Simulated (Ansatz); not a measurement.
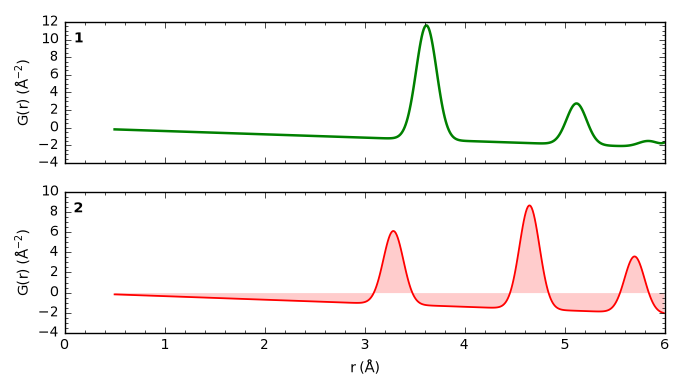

Each curve is a calculated neutron PDF: distances of the static structure, each pair weighted by the product of the tabulated coherent neutron scattering lengths (natural isotope mix where the element has one), broadened by Gaussians with σ = 0.10 Å.

Candidate polymorphs:

A. 
```
Y
1.0
     3.29127    0.00000    0.00000
     0.00000    3.29127    0.00000
     0.00000    0.00000    3.29127
Y
1
Cartesian
  0.0000 0.0000 0.0000
```

B. 
```cif
data_structure
_symmetry_space_group_name_H-M 'P6_3/mmc'
_symmetry_Int_Tables_number 194
_cell_length_a 3.6395
_cell_length_b 3.6395
_cell_length_c 11.6788
_cell_angle_alpha 90.000
_cell_angle_beta 90.000
_cell_angle_gamma 120.000
_cell_volume 133.97
loop_
_atom_site_label
_atom_site_type_symbol
_atom_site_symmetry_multiplicity
_atom_site_Wyckoff_symbol
_atom_site_fract_x
_atom_site_fract_y
_atom_site_fract_z
_atom_site_occupancy
Y1 Y 2 a 0.00000 0.00000 0.00000 1
Y2 Y 2 c 0.33333 0.66667 0.25000 1
```

Origins: A, the end point of a relaxation with DFT, r2SCAN, plane waves (500 eV) with PAW, scalar-relativistic (Ansatz); the starting structure was generated, so it need not be a known form of this composition; B, coordinates from a relaxation with DFT, BLYP, plane waves (420 eV) with PAW, scalar-relativistic (Ansatz 0.2.0); the starting structure was generated, so it need not be a known form of this composition.

Question: Which PDF belongs to which candidate?

Answer: curve 1 is B (Y, first clear peaks at 3.62 Å (Y–Y) and 5.12 Å (Y–Y)); curve 2 is A (Y, first clear peaks at 3.29 Å (Y–Y) and 4.65 Å (Y–Y)).
